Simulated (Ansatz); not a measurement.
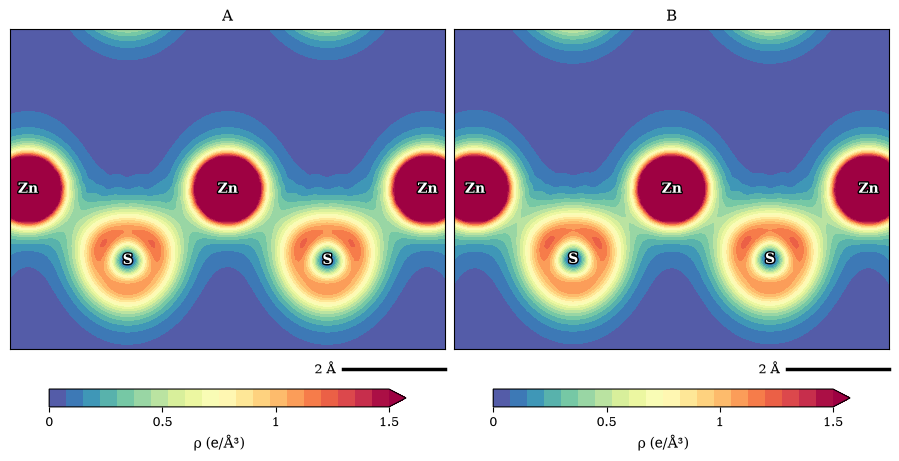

ZnS. The valence pseudo-density of two cells that differ in size, on the (011̄) plane of each (indices in the axes of the calculation cell), at one length scale and on one colour scale: A has 21.3 Å³ an atom and B 20.4.

Space group I-4m2.

Theory: DFT PBE, scalar-relativistic, plane waves, PAW (Ansatz).

In a PAW calculation such maps are meaningful between the atoms, not at the nuclei.

The larger cell:

```
Zn S
1.0
     0.00000    2.78579    2.74522
     2.78579    0.00000    2.74522
     2.78579    2.78579    0.00000
Zn S
1 1
Direct
  0.00000 0.00000 0.00000
  0.75000 0.75000 0.75000
```

The smaller cell: a = 3.854 Å, b = 3.854 Å, c = 3.882 Å, α = 59.75°, β = 59.75°, γ = 60.49°.

> What does the compression do to the bonding and the properties?

From the larger cell to the smaller, Zn–S goes from 2.40 to 2.37 Å, and the density at its midpoint from 0.46 to 0.49 e/Å³; the pressure goes from −3.4 to −0.7 GPa; the Kohn–Sham gap goes from 1.8 eV to 1.9 eV.
